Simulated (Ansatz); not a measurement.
# Calculations on Na

### Relaxation

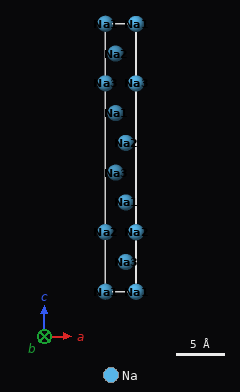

Starting structure of solid Na (set up in C2/m). Style: spheres-only. Shown: the conventional cell (3 times the calculation's cell), along the b axis. Lengths and directions refer to the drawn axes.

The calculation used DFT PBEsol, scalar-relativistic, plane waves, PAW in Ansatz 0.2.0.

Input
```yaml
crystal:
  lattice:
    - [3.1966520447, -1.8565520294, 0.0]
    - [3.1966520447, 1.8565520294, 0.0]
    - [-2.1744518352, 0.0, 9.3648511597]
  atoms:
    - { symbol: Na, position: [0.0, 0.0, 0.0] }
    - { symbol: Na, position: [0.222415, 0.222415, 0.666676] }
    - { symbol: Na, position: [0.777585, 0.777585, 0.333324] }
basis:
  ecutwfc: 420
kpoints:
  mp_grid: { grid: [14, 14, 6] }
hamiltonian:
  xc: pbesol
scf:
  occupations: { method: gaussian, width: 0.1 }
output:
  forces: true
  stress: true
  eigenvalues: true
  write_density: true
  write_potential: true
  elf: true
  volumetric_format: npy
relax:
  adjacent_minimum: "off"
  f_tol: 0.005
  max_steps: 80
  cell: { stress_tol: 0.05 }
```

Run as
```bash
ansatz run input.yaml --threads 1 --pin off --max-ram 1331MiB --backend cpu --events-out ev --progress --plain --runs-dir out
```

Question: Predict the outcome.

Answer: The largest moves relative to the cell, 0.023 Å, are those of Na2 and Na3. Na3 goes along [−1 1 0]. Cell: a = b 3.697 → 3.710 Å (+0.4 %), c 28.095 → 27.318 Å (−2.8 %), α 89.8° → 88.5°, β 90.2° → 91.5°, γ 119.7° → 119.4°. Volume −1.8 %. Some distances before and after: Na1–Na2 3.781 → 3.689 Å, Na2–Na3 3.773 → 3.686 Å, Na2–Na3 (another image) 3.789 → 3.733 Å, Na1–Na1 3.713 → 3.742 Å. The space group stays C2/m (No. 12). After 4 accepted moves (5 points after the start) the energy has fallen by 1.6 meV per atom. The largest force component goes from 0.0017 to 0.00034 eV/Å. The pressure goes from −0.14 to 0.00 GPa. The SCF was repeated once at an unchanged geometry on a basis and grid sized afresh for the cell, which shifted the energy by less than 0.05 meV per atom at most. The run took about 110 core-seconds on a shared host.

The end point in the same view:

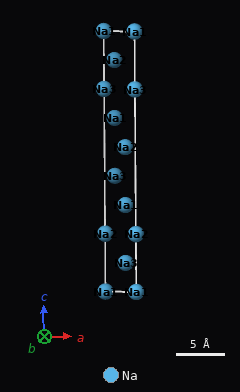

### Relaxation

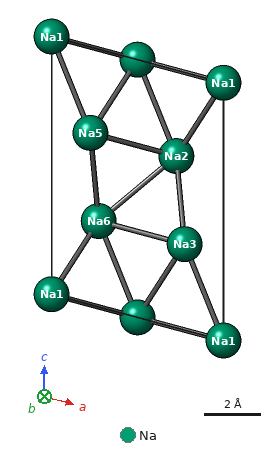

Starting structure of solid Na (set up in C2/m). The picture is a ball-and-stick view of the cell of the calculation, seen along the b axis.

Case: biaxial strain in the a-b plane of +1.0 %; c and atoms relaxed.

Computed with DFT PBEsol, scalar-relativistic, plane waves, PAW (Ansatz 0.2.0).

Input
```yaml
crystal:
  lattice:
    - [6.4714861903, 0.0, 0.0]
    - [0.0, 3.7789299527, 0.0]
    - [-2.4350100224, 0.0, 9.0472885109]
  atoms:
    - { symbol: Na, position: [0.0, 0.0, 0.0] }
    - { symbol: Na, position: [0.7260303735, 0.5, 0.6666665127] }
    - { symbol: Na, position: [0.7739696265, 0.0, 0.3333334873] }
    - { symbol: Na, position: [0.5, 0.5, 0.0] }
    - { symbol: Na, position: [0.2260303735, 0.0, 0.6666665127] }
    - { symbol: Na, position: [0.2739696265, 0.5, 0.3333334873] }
basis:
  ecutwfc: 420
kpoints:
  mp_grid: { grid: [6, 10, 4] }
hamiltonian:
  xc: pbesol
scf:
  occupations: { method: gaussian, width: 0.1 }
output:
  forces: true
  stress: true
  eigenvalues: true
relax:
  adjacent_minimum: "off"
  f_tol: 0.008
  max_steps: 40
  cell: { stress_tol: 0.015, fix: [a, b, gamma] }
```

Launched with:
```bash
ansatz run input.yaml --threads 1 --pin off --max-ram 1331MiB --backend cpu --events-out ev --progress --plain --runs-dir out
```

Predict the outcome.

Answer. The atoms keep their places relative to the cell (all moves are under 0.005 Å). Cell: a unchanged at 6.471 Å, b unchanged at 3.779 Å, c 9.369 → 9.388 Å (+0.2 %), β 105.1° → 104.7°. Volume +0.4 %. Some distances before and after: Na2–Na6 3.683 → 3.701 Å, Na1–Na2 3.686 → 3.699 Å. The space group stays C2/m (No. 12). Over 2 accepted moves (3 points after the start) the energy falls by less than 0.05 meV per atom. The largest force component goes from 0.00027 to 0.00012 eV/Å. Pressure: −0.11 GPa at the start and −0.14 GPa at the end. At 1 point the geometry stayed and the basis and grid were re-selected for the new cell (energy shift of less than 0.05 meV per atom at most each time).

Step by step:

```
step  E − E(0), meV/atom  largest force component, eV/Å  pressure, GPa  volume, Å³/atom                      note
   0                0.00                         0.0003          -0.11           36.876                          
   1               -0.01                         0.0002          -0.12           36.902                          
   2               -0.04                         0.0001          -0.14           37.009                          
   3               -0.04                         0.0001          -0.14           37.009  same geometry, new basis
```

### A change

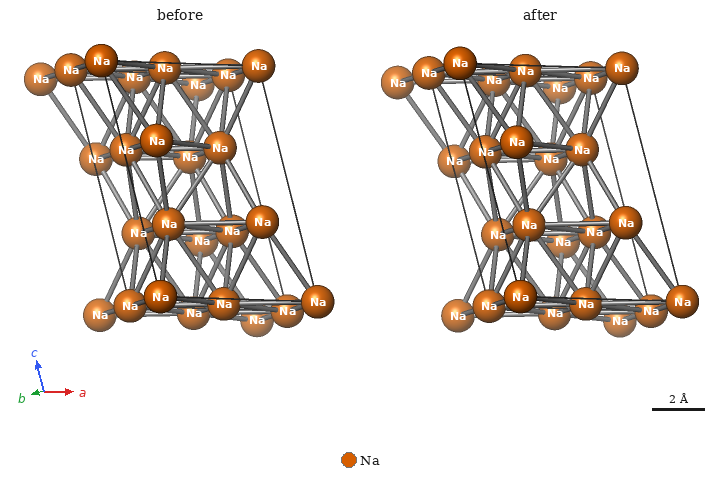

Left: solid Na (set up in C2/m). Right: the same structure after one change, at the same scale. A ball-and-stick model of the cell of the calculation, repeated 1 × 2 × 1 with one cell outlined, seen from a free direction.

Computed with Ansatz, DFT PBEsol, scalar-relativistic, plane waves, PAW. Settings: plane-wave cutoff 420 eV; k-point mesh 6 × 10 × 4; occupations gaussian; smearing width 0.1 eV; no spin polarisation.

**What distinguishes the right structure from the left one?**

Biaxial strain in the a–b plane, +3.0 %, is applied. The c axis and the atoms are relaxed.

**And its effect?**

It costs 4.0 meV per atom. The pressure goes from 0.0 to −0.3 GPa. The principal stresses (compression positive) are −0.4 GPa along b, −0.6 GPa along a, none along the third axis. The drawn cell changes as follows: a 6.407 → 6.600 Å (+3.0 %), b 3.742 → 3.854 Å (+3.0 %), c 9.416 → 9.327 Å (−0.9 %), β 104.8° → 105.2°; the volume changes by +4.9 %. No atom moves by more than 0.005 Å relative to the cell. Near-neighbour distances before and after: Na–Na 3.738 → 3.741 to 3.854 Å, Na–Na 3.710 → 3.821 Å, Na–Na 3.689 → 3.702 Å, Na–Na 3.778 → 3.784 Å. The space group stays C2/m (No. 12).
